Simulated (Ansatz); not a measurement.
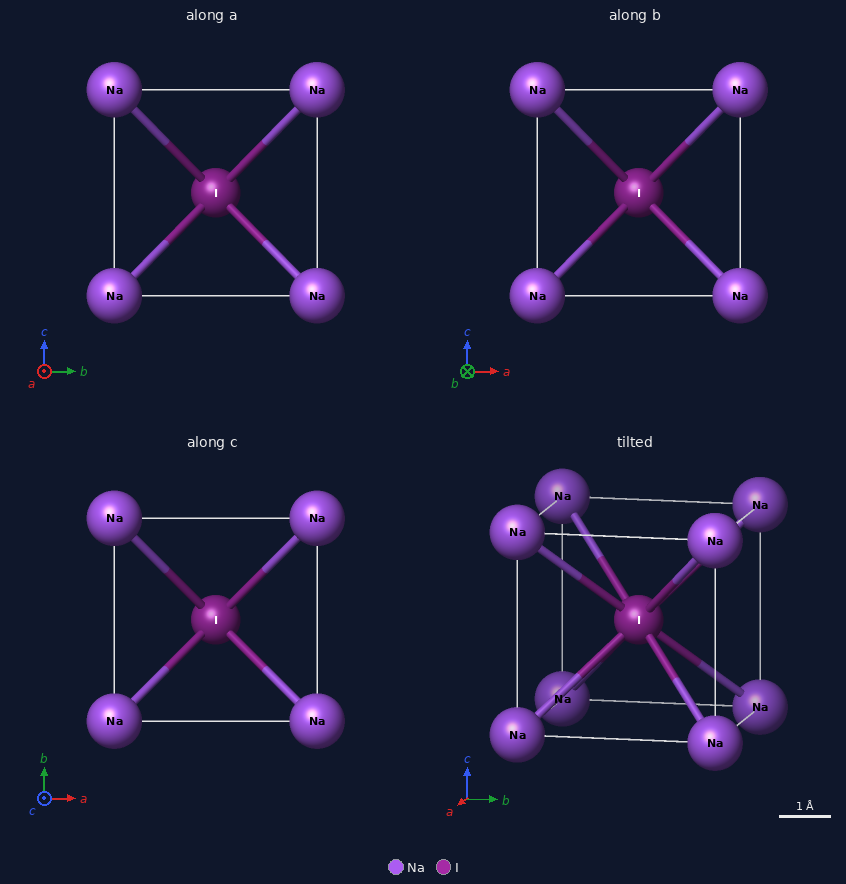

Ball-and-stick model, viewed along the a axis, along the b axis, along the c axis and slightly off an axis. Atoms at the boundary of the unit cell (the box) are drawn once for each face, edge or corner they touch.

Lattice parameters: a = 4.041 Å, b = 4.041 Å, c = 4.103 Å, α = 90.00°, β = 90.00°, γ = 90.00°. Put a along x and b in the xy plane.

Question: Put the structure into a POSCAR file.

Answer:
```
Na I
1.0
     4.041    0.000    0.000
     0.000    4.041    0.000
     0.000    0.000    4.103
Na I
1 1
Direct
  0.0000 0.0000 0.0000
  0.5000 0.5000 0.5000
```

It goes back to a structure type filled with these elements by a generator (whether the compound takes this form wasn't checked). The cell was then strained or its atoms displaced on purpose. It was the input of a calculation with Ansatz.
